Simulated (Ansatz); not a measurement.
Geometry relaxation of Al (part 2 of 3)

Continued. System: Al (8 atoms in the cell). Method: DFT PBE, scalar-relativistic, plane waves, PAW, no spin polarisation (Ansatz 0.2.0); cutoff 420 eV, 1×1×8 k-mesh, Gaussian smearing of 0.05 eV. The structure derives from an entry of the Crystallography Open Database. It belongs to a series of runs on one base structure; here: wire along [1 1 1], 8 atoms a period.

Geometry of the input (Å; fractional positions):
```
13.1000  0.0000  0.0000
0.0000  13.6000  0.0000
0.0000  0.0000  7.0000
Al 0.5945  0.5525  0.0000
Al 0.4685  0.3424  0.3333
Al 0.3426  0.5525  0.6667
Al 0.4685  0.5525  0.3333
Al 0.4055  0.4475  1.0000
Al 0.6574  0.4475  0.3333
Al 0.5315  0.6576  0.6667
Al 0.5315  0.4475  0.6667
```

### The program's output, continued
```
SCF iter   1: F=—  HF=-4293.127311 eV  |F-HF|=—  |Δ(HF+E_count)|=         —  Δρ=7.00e-4  dr2=1.76e-2  ethr=6.93e-5  ⟨swp⟩=2.4  Hψ=756  notcnv=0
preconditioner: auto → Resta (q_TF=auto, 1.439 Å⁻¹)  ε∞=2.1  [insulator: Δε(μ)=0.278 eV  Ē_g=5.116 eV  σ=0.050 eV  W_gap=1.00  n_scr=52 (ndim 8)  ℏωp=5.4 eV  f_vac=0.670  D(μ)=0.00/eV (n_scr^D=0)  ε∞_Penn≈2.1  vacuum switching on, ρ_ref=1.9e-3 e/Å³]
SCF iter   2: F=—  HF=-4293.123119 eV  |F-HF|=—  |Δ(HF+E_count)|=   4.19e-3  Δρ=2.75e-4  dr2=1.70e-3  ethr=6.93e-5  ⟨swp⟩=2.0  Hψ=150  notcnv=0
SCF iter   3: F=—  HF=-4293.122855 eV  |F-HF|=—  |Δ(HF+E_count)|=   2.64e-4  Δρ=1.34e-4  dr2=3.54e-4  ethr=7.09e-6  ⟨swp⟩=2.0  Hψ=156  notcnv=0
SCF iter   4: F=—  HF=-4293.122829 eV  |F-HF|=—  |Δ(HF+E_count)|=   2.60e-5  Δρ=2.00e-5  dr2=1.03e-5  ethr=1.48e-6  ⟨swp⟩=2.2  Hψ=160  notcnv=0
SCF iter   5: F=—  HF=-4293.122845 eV  |F-HF|=—  |Δ(HF+E_count)|=   1.59e-5  Δρ=6.56e-6  dr2=9.18e-7  ethr=4.30e-8  ⟨swp⟩=2.0  Hψ=141  notcnv=0
SCF iter   6: F=—  HF=-4293.122851 eV  |F-HF|=—  |Δ(HF+E_count)|=   5.79e-6  Δρ=1.57e-6  dr2=9.76e-8  ethr=3.82e-9  ⟨swp⟩=2.0  Hψ=148  notcnv=0
SCF iter   7: F=—  HF=-4293.122851 eV  |F-HF|=—  |Δ(HF+E_count)|=   1.44e-8  Δρ=4.64e-7  dr2=5.71e-9  ethr=4.07e-10  ⟨swp⟩=2.0  Hψ=158  notcnv=0
SCF iter   8: F=—  HF=-4293.122851 eV  |F-HF|=—  |Δ(HF+E_count)|=   1.90e-9  Δρ=1.31e-7  dr2=5.11e-10  ethr=2.38e-11  ⟨swp⟩=2.0  Hψ=149  notcnv=0
SCF iter   9: F=-4293.122851 eV  HF=-4293.122851 eV  |F-HF|=1.91e-11  |Δ(HF+E_count)|=  1.63e-10  Δρ=3.28e-8  dr2=1.94e-11  ethr=1.00e-12  ⟨swp⟩=10.0  Hψ=641  notcnv=0
SCF 7 converged in 9 iterations: F = -4293.122851 eV  dr2 = 1.94e-11
relax step   7: F+E_penalty+E_count = -4293.12285071 eV  Δ(F+E_penalty+E_count) = -2.033e-2 eV  max|allowed force component| = 5.062e-2 eV/Å  Δτ_max = 0.0493 Å  P = -0.015 GPa  Ω = 1116.917 Å³  energy of the carried Pulay correction = +4.632e-3 eV  fix = [a, b, alpha, beta, gamma]  reactions: a -0.013, b +0.012 GPa; alpha +0.012, beta -0.007, gamma +0.020 GPa/rad  (9 SCF iters, accepted)
Crystal: 8 atoms, lattice volume = 1113.731 Å³
Basis set: ecut = 420 eV, 21847 PW (Γ), exchange–correlation on 180×192×96 points (8 copies of the dense FFT grid, shifted against one another)
iter 1 solved again at ethr=5.18e-6 eV; its pass at ethr=3.10e-3 eV (dr2=1.24e-3 eV) is discarded
SCF iter   1: F=—  HF=-4293.125590 eV  |F-HF|=—  |Δ(HF+E_count)|=         —  Δρ=2.21e-4  dr2=1.41e-3  ethr=5.18e-6  ⟨swp⟩=2.6  Hψ=743  notcnv=0
preconditioner: auto → Resta (q_TF=auto, 1.439 Å⁻¹)  ε∞=2.1  [insulator: Δε(μ)=0.265 eV  Ē_g=5.123 eV  σ=0.050 eV  W_gap=1.00  n_scr=54 (ndim 8)  ℏωp=5.5 eV  f_vac=0.669  D(μ)=0.01/eV (n_scr^D=0)  ε∞_Penn≈2.1  vacuum switching on, ρ_ref=1.9e-3 e/Å³]
SCF iter   2: F=—  HF=-4293.125287 eV  |F-HF|=—  |Δ(HF+E_count)|=   3.04e-4  Δρ=1.00e-4  dr2=1.76e-4  ethr=5.18e-6  ⟨swp⟩=2.4  Hψ=145  notcnv=0
SCF iter   3: F=—  HF=-4293.125263 eV  |F-HF|=—  |Δ(HF+E_count)|=   2.40e-5  Δρ=4.26e-5  dr2=3.23e-5  ethr=7.32e-7  ⟨swp⟩=2.2  Hψ=154  notcnv=0
SCF iter   4: F=—  HF=-4293.125312 eV  |F-HF|=—  |Δ(HF+E_count)|=   4.90e-5  Δρ=5.51e-6  dr2=1.18e-6  ethr=1.34e-7  ⟨swp⟩=2.2  Hψ=160  notcnv=0
SCF iter   5: F=-4293.125312 eV  HF=-4293.125312 eV  |F-HF|=3.24e-8  |Δ(HF+E_count)|=   3.49e-8  Δρ=2.40e-6  dr2=1.20e-7  ethr=6.67e-10  ⟨swp⟩=18.2  Hψ=881  notcnv=0
SCF 8 converged in 5 iterations: F = -4293.125312 eV  dr2 = 1.20e-7
relax step   8: F+E_penalty+E_count = -4293.12531159 eV  Δ(F+E_penalty+E_count) = -2.461e-3 eV  max|allowed force component| = 1.246e-2 eV/Å  Δτ_max = 0.0235 Å  P = +0.000 GPa  Ω = 1113.731 Å³  energy of the carried Pulay correction = +4.751e-3 eV  fix = [a, b, alpha, beta, gamma]  reactions: a +0.001, b -0.001 GPa; alpha +0.005, beta -0.003, gamma -0.003 GPa/rad  (5 SCF iters, dr2 threshold 1.60e-7 eV, accepted)
Basis set: ecut = 420 eV, 21847 PW (Γ), exchange–correlation on 180×192×90 points (8 copies of the dense FFT grid, shifted against one another)
Initial wavefunctions: pseudopotential atomic-orbital guess (no wavefunctions were taken with the density)
iter 1 solved again at ethr=1.03e-6 eV; its pass at ethr=3.10e-3 eV (dr2=2.47e-4 eV) is discarded
SCF iter   1: F=—  HF=-4293.123353 eV  |F-HF|=—  |Δ(HF+E_count)|=         —  Δρ=1.79e-5  dr2=4.61e-7  ethr=1.03e-6  ⟨swp⟩=4.2  Hψ=1078  notcnv=0
eigensolver tolerance schedule: the retry pair's looser diagonalisation over-reported the residual by 535.33 of it (diagonalisation noise at 0.22 of the residual, at the tolerance the schedule requests for it); recorded, not acted on — ethr = c·dr2/N_el stays at c = 1.0e-1
preconditioner: auto → Resta (q_TF=auto, 1.439 Å⁻¹)  ε∞=2.1  [insulator: Δε(μ)=0.269 eV  Ē_g=5.121 eV  σ=0.050 eV  W_gap=1.00  n_scr=54 (ndim 8)  ℏωp=5.5 eV  f_vac=0.669  D(μ)=0.01/eV (n_scr^D=0)  ε∞_Penn≈2.1  vacuum switching on, ρ_ref=1.9e-3 e/Å³]
SCF iter   2: F=—  HF=-4293.123292 eV  |F-HF|=—  |Δ(HF+E_count)|=   6.16e-5  Δρ=9.19e-6  dr2=1.16e-7  ethr=1.92e-9  ⟨swp⟩=3.0  Hψ=201  notcnv=0
SCF iter   3: F=—  HF=-4293.123294 eV  |F-HF|=—  |Δ(HF+E_count)|=   2.20e-6  Δρ=1.24e-6  dr2=1.57e-8  ethr=4.84e-10  ⟨swp⟩=2.0  Hψ=160  notcnv=0
SCF iter   4: F=—  HF=-4293.123294 eV  |F-HF|=—  |Δ(HF+E_count)|=   3.12e-8  Δρ=2.15e-7  dr2=9.17e-10  ethr=6.52e-11  ⟨swp⟩=2.2  Hψ=157  notcnv=0
SCF iter   5: F=—  HF=-4293.123294 eV  |F-HF|=—  |Δ(HF+E_count)|=  4.07e-10  Δρ=6.87e-8  dr2=1.76e-10  ethr=3.82e-12  ⟨swp⟩=2.2  Hψ=163  notcnv=0
SCF iter   6: F=-4293.123294 eV  HF=-4293.123294 eV  |F-HF|=2.73e-12  |Δ(HF+E_count)|=  1.00e-11  Δρ=2.89e-8  dr2=1.98e-11  ethr=1.00e-12  ⟨swp⟩=9.6  Hψ=635  notcnv=0
SCF 9 converged in 6 iterations: F = -4293.123294 eV  dr2 = 1.98e-11
relax step   9: F+E_penalty+E_count = -4293.12329395 eV  Δ(F+E_penalty+E_count) = +2.018e-3 eV  max|allowed force component| = 1.209e-2 eV/Å  Δτ_max = 0.0000 Å  P = -0.003 GPa  Ω = 1113.731 Å³  fix = [a, b, alpha, beta, gamma]  reactions: a -0.001, b -0.004 GPa; alpha +0.005, beta -0.003, gamma -0.003 GPa/rad  stress off target by 4.14e-3 GPa on what of the cell is left free  SCF on the basis re-selected at this cell (its energy is not comparable with the rows above)  (6 SCF iters)
```

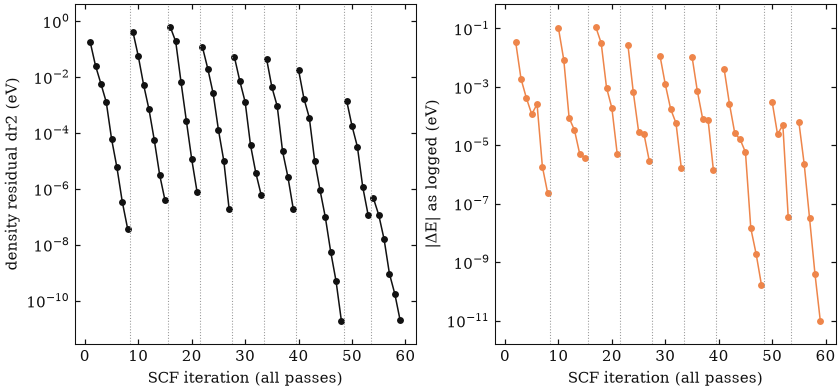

*Convergence of the self-consistent field: density residual dr2 and size of the energy change against the SCF iteration. The dotted lines part the SCF passes of the relaxation: geometry steps, rejected trials and re-solves on a re-selected basis.*

The 9 passes take 5 to 9 iterations each, 59 in all.

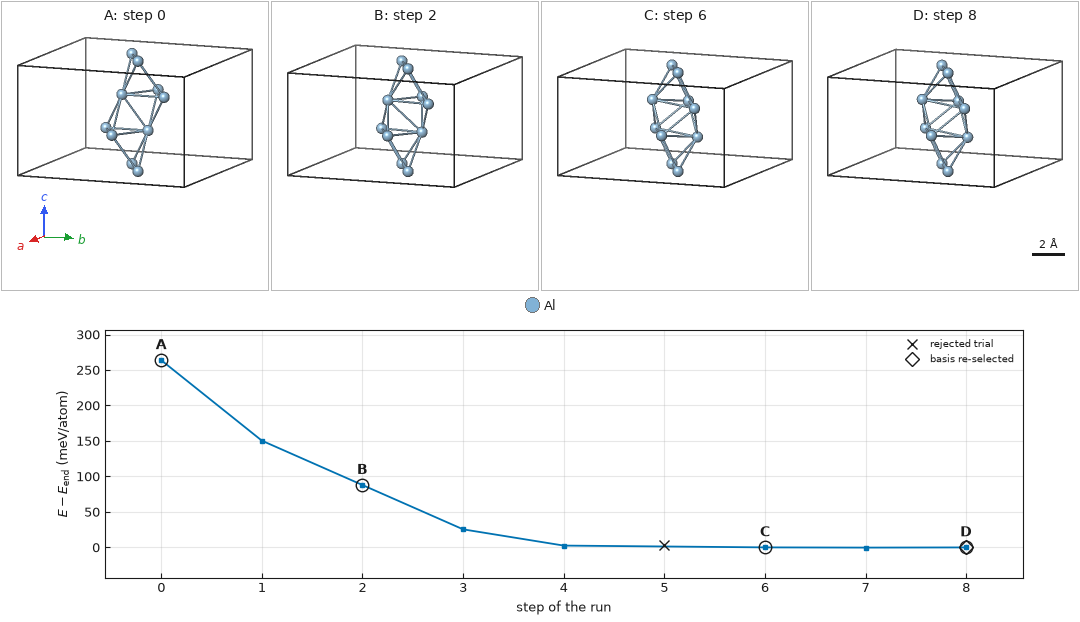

*Frames of the relaxation (ball-and-stick view of the cell of the calculation, with the vacuum cut short, seen slightly off an axis) above the curves, on which the letters mark them (the first geometry is step 0 here and step 1 in the log).*

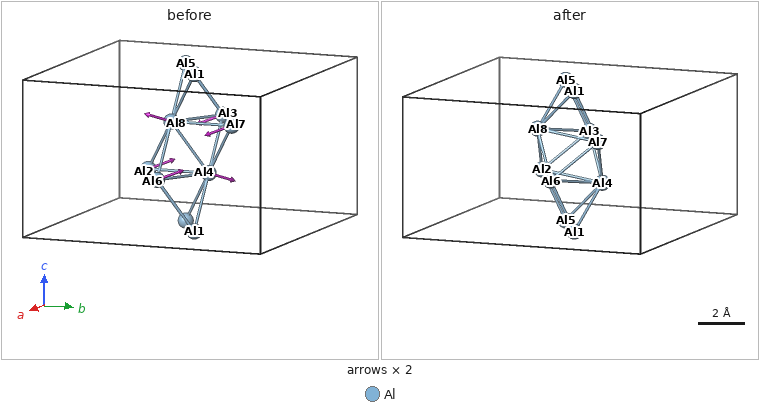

*Before (left) and after (right) the relaxation, at one scale (ball-and-stick view of the cell of the calculation, with the vacuum cut short, seen slightly off an axis). The pink arrows give the displacements (without the part carried along by the change of the cell), magnified 2 times.*

Over 7 geometry steps the energy falls by 264 meV per atom. The largest force component goes from 0.58 to 0.012 eV/Å. The line search rejected the trial step at point 5 (counted from 0) and went back. The largest moves relative to the cell, 0.64 Å, are those of Al2, Al3, Al4, Al6, Al7 and Al8. Along the periodic axis the drawn cell goes c 7.000 → 6.251 Å (−10.7 %). Among the contacts that change: Al2–Al3 4.041 → 2.674 Å, Al4–Al8 2.858 → 3.783 Å, Al1–Al6 2.858 → 2.519 Å, Al2–Al8 2.858 → 2.551 Å. New bonds form: Al2–Al3 (4.04 → 2.67 Å), Al6–Al7 (4.04 → 2.67 Å). Among the angles that change: Al1–Al4–Al3 180.0° → 140.2°, Al2–Al4–Al3 90.0° → 58.4°, Al4–Al2–Al8 60.0° → 87.8°. A last SCF at the same geometry on a re-selected plane-wave basis shifts the energy by +0.3 meV per atom. (Atoms are counted from 1 in the order of the input.)

```
basis re-selected at this cell: Δ(F+E_penalty+E_count) = +2.018e-3 eV, ΔP = -0.003 GPa vs the last step (what re-selecting the basis moved, of the pressure what is left beyond the Pulay correction that the steps carried, after the strain that the cell walked since its last selection, with what the two solves' SCF thresholds leave and, on support functions, any second-order correction that the steps lacked; it is no measure of the basis error at this ecutwfc). The dense FFT grid was sized anew with the basis: this SCF ran on 90×96×45 points, the steps before it on 90×96×48, so part of this shift can come from that change (see relax.cell in the input reference). This SCF's stress stands 4.14e-3 GPa from its target on what of the cell is left free (relax.cell.stress_tol is 3.00e-2 GPa) and its largest allowed force component is 1.21e-2 eV/Å (relax.f_tol is 2.00e-2 eV/Å): within both
WARN: The output density's exchange-correlation potential varies sharply where the density is thin. Do not read a vacuum level from v_tot or v_xc, or from such a field of the output density. On a cell that repeats whose density bears no net charge and no dipole along the vacuum's axis use v_es (v_loc + v_h of the components); under efield.dipole_correction with no amplitude use v_es + v_field, which holds any external_charges[].barrier, or the levels of the report's work_function block, which leave it out; under a non-zero efield.amplitude the vacuum is tilted and has no level; on a cell that repeats and bears such a dipole with no correction it is tilted too, and efield.dipole_correction with no amplitude gives each side of its ramp a level where efield: is served; in a cell that repeats whose density bears a net charge (total_charge, or a fill off its count) it is curved and has none; of a slab under crystal.periodic whose density bears no net charge use v_es, which has a level on each side, short of where the two are joined; of another it falls or rises all the way out and has none; of a slab beside external_charges read slab_vacuum_level instead, which it has where they leave it neutral. The grid or the basis barely resolves most such structure, and the values can differ between equally converged runs; as a rule a tighter scf.convergence.dr2_threshold does not remove it. Where the density itself ripples (under the LDA too) a higher basis.ecutwfc lessens it. The files hold the spikes' plane waves up to the density's cutoff. Files: v_tot_of_output_density and the like, and their columns of v_z.tsv (output.write_potential); v_xc_of_output_density and the like, and their columns of v_comp_z.tsv (output.write_potential_components). Measured: with its Gaussian average of σ = 0.25 Å subtracted twice, the exchange-correlation potential is over 0.1 eV at 6190 of the grid points where the equally averaged density (valence and model cores) is under 1e-3 e/Å³, and 1.11 eV at the most among them, at an averaged density of 1.1e-5 e/Å³. The input density's (outcome.potential() and, of a run that writes arrays, v_tot and v_xc) is over 0.1 eV, so measured, at 6196 points of its own thin density, 1.11 eV at the most. See output.write_potential in the manual, Limitations
SCF converged after 6 iterations
Free energy (F): -4293.123294 eV
Harris-Foulkes:  -4293.123294 eV  (|F-HF|=2.73e-12)
Internal energy: -4293.123287 eV  (E = F + TS)
E sigma→0 (E₀):  -4293.123290 eV
Entropy (-TS):   -0.000007 eV (-0.001 meV/atom)
Fermi energy:    -2.701059 eV
--- Per-component energies (eV) ---
  E_band       = -145.548252
  E_kinetic    = 161.603366
  E_local      = -1678.541148  (includes V_loc(G=0)·N_el)
  E_nonlocal   = 88.148374
  E_hartree    = 762.783221
  E_xc         = -303.810777
  E_vxc        = -212.374858  (∫ρ·V_xc dr)
  E_paw        = -3739.294806  (= ΣΔE_a)
  E_vpaw       = -29.950423  (= ΣTr[D̂ρ^β])
  E_aug_tail   = -0.000016  (compensation charges beyond the density's cutoff)
  E_ewald      = 415.988498
  E_smearing   = -0.000007  (= −TS)
  E_closure    = -0.000000  (closes the sum)
  Σ components = -4293.123294   (vs F -4293.123294, Δ=0.00e0)
--- Forces (eV/Å), atoms counted from 1 ---
  atom   1  Al     0.00986945     0.00552717    -0.00000727
  atom   2  Al     0.00091497     0.00047684     0.00065140
  atom   3  Al     0.00055339     0.00059683    -0.00074215
  atom   4  Al     0.00487245    -0.00867543    -0.01209271
  atom   5  Al    -0.00986945    -0.00552717     0.00000727
  atom   6  Al    -0.00055339    -0.00059683     0.00074215
  atom   7  Al    -0.00091497    -0.00047684    -0.00065140
  atom   8  Al    -0.00487245     0.00867543     0.01209271
  max |Σ_I F_I| component: 0.00e0 eV/Å
--- Stress (GPa, compression-positive) ---
       -0.001012       0.003488       0.002807
        0.003488      -0.003647      -0.004664
        0.002807      -0.004664      -0.004142
  P = ⅓ Tr σ = -0.0029 GPa (-0.029 kbar)
--- Band table (eV; the first three rows and the last of 5) ---
  k-point 0: bands = ["-11.4205", "-8.5389", "-7.9252", "-7.6798", "-7.6490", "-5.3516", "-4.8983", "-4.8144", "-4.3638", "-3.9738", "-3.7574", "-3.3622", "-1.8051", "-1.7497", "-1.3093", "-0.9064", "-0.8649", "-0.7910", "-0.0851", "-0.0354"]
  k-point 1: bands = ["-11.3675", "-8.5206", "-8.4833", "-7.8372", "-6.7655", "-5.8468", "-4.9847", "-4.6528", "-4.1795", "-3.9192", "-3.8437", "-2.8865", "-1.9944", "-1.9778", "-1.3448", "-0.8888", "-0.8523", "-0.8347", "0.0471", "0.3297"]
```
